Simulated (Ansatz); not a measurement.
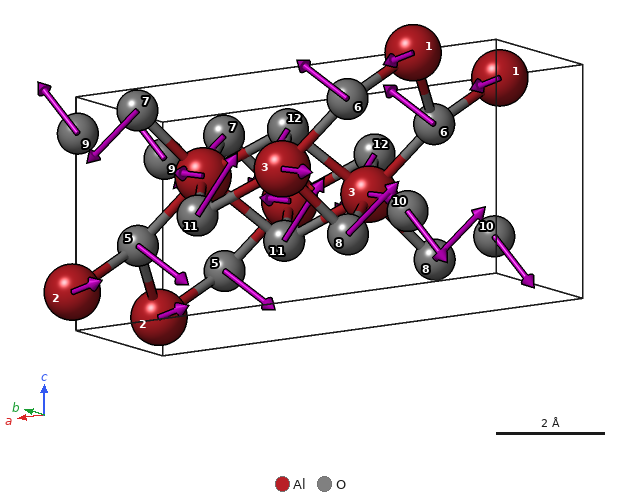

A relaxation of a crystal of AlO₂ (set up in Pnma) (coarse preliminary run). The starting structure is drawn; purple arrows show the displacements (the part carried along by the change of the cell is left out), 5 times their true length.

The picture is a ball-and-stick view of the cell of the calculation, repeated 1 × 2 × 1 with one cell outlined, seen from a free direction.

The calculation used DFT PBEsol, scalar-relativistic, plane waves, PAW (Ansatz). Settings: plane-wave cutoff 420 eV; k-point mesh 2 × 8 × 4; occupations gaussian; smearing width 0.1 eV; collinear spin; cell and atoms relaxed; force threshold 0.05 eV/Å; at most 80 steps.

> Describe the change and its energy.

The largest moves relative to the cell, 0.29 Å, are those of O atoms. By element the largest moves are O 0.29 Å, Al 0.14 Å. The volume changes by +7.5 %, with a 9.440 → 9.272 Å (−1.8 %), b 2.840 → 2.888 Å (+1.7 %), c 4.420 → 4.759 Å (+7.7 %). Among the contacts that change: Al–O 2.019 → 1.887 Å, Al–O 1.980 → 2.094 Å, Al–O 1.863 → 1.799 Å, Al–O 1.839 → 1.814 Å. Bond angles that change, for instance: O–Al–O 160.9° → 140.6°, O–Al–O 77.0° → 65.2°, Al–O–Al 103.0° → 114.8°. The space group stays Pnma (No. 62). The energy falls by 0.707 eV per cell of the calculation in 11 accepted moves (13 points after the start). Largest force component: 1.1 eV/Å at the start, 0.043 eV/Å at the end. The pressure goes from −4.73 to −0.01 GPa. At 2 points the geometry stayed and the basis and grid were re-selected for the new cell (energy shift of 72.1 meV per cell of the calculation at most each time). The run took 2.7 min on 2 threads of Arm Neoverse V1, on a shared host, peak memory 0.54 GiB.
